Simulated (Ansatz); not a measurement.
SnSe2

Input

```
crystal:
  lattice:
    - [3.811, 0.0, 0.0]
    - [-1.9055, 3.3004228138, 0.0]
    - [0.0, 0.0, 6.136]
  atoms:
    - { symbol: Sn, position: [0.0, 0.0, 0.0] }
    - { symbol: Se, position: [0.6666666667, 0.3333333333, 0.751] }
    - { symbol: Se, position: [0.3333333333, 0.6666666667, 0.249] }
hamiltonian:
  xc: r2scan
  pseudopotentials: { kind: paw }
  dispersion: d3bj
kpoints:
  mp_grid: { grid: [8, 8, 5] }
scf:
  occupations: { method: fermi_dirac, width: 0.05 }
output:
  forces: true
  stress: true
  eigenvalues: true
  write_density: true
  write_potential: true
  elf: true
  volumetric_format: npy
relax:
  f_tol: 0.01
  max_steps: 40
  cell: { stress_tol: 0.05 }
```

Launched as:

```sh
ansatz run input.yaml --threads 2 --pin off --max-ram 5632MiB --backend cpu --events-out ev --progress --plain --runs-dir out
```

Below, planes, directions and counts refer to the conventional cell (a = 3.83 Å, b = 3.83 Å, c = 6.22 Å, α = 90.00°, β = 90.00°, γ = 120.00°).

The fields are those of the run's last geometry, not of the input's.

Space group P-3m1.

Method: Kohn-Sham DFT of a periodic cell, r2SCAN with D3(BJ), Ansatz PAW (Ansatz).

In a PAW calculation such maps are meaningful between the atoms, not at the nuclei.

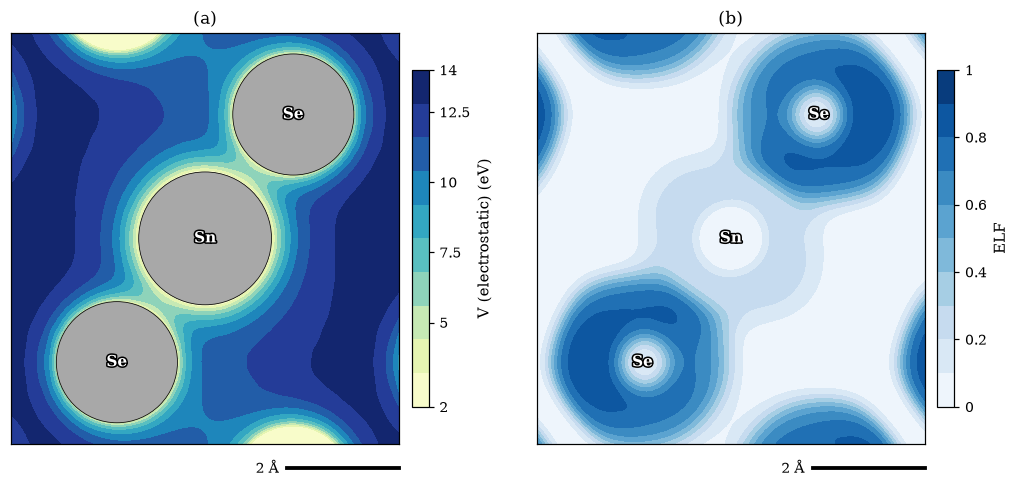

Figure 1. (a) electrostatic potential (local pseudopotential plus Hartree) felt by an electron; (b) ELF on the (110) plane of the conventional cell. Grey discs cover the atomic cores in the potential map.

Question: What do the fields say about this system?

Answer: The plane passes through Sn and Se nuclei.
Sn–Se (2.71 Å): the ELF is about 0.60 at the midpoint.
The ELF also peaks beside Se, away from the bonds: lone-pair regions.
Outside the cores the potential energy rises away from the atoms and is highest about 2.5 Å from the nearest atoms; its zero is arbitrary.

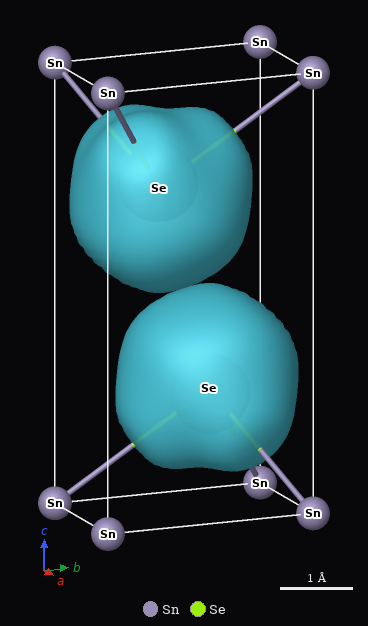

Figure 2. Isosurface of the ELF at 0.65 (cyan), seen slightly off an axis. Only the valence region is drawn (cores and ρ < 0.01 e/Å³ removed). Sticks mark near contacts.

Question: Identify the bonds, lone pairs and shells in this picture.

Answer: At this value the surface marks out two regions on Se in which the atom's valence shell and bonds are merged, counted in one cell of 3 atoms. Any copies at cell faces, edges or corners count once.

Question: Metal or insulator at this level of theory?

Answer: It is gapped, with a Kohn–Sham gap of 1.0 eV on the k-point mesh, an upper bound to the gap of this method.
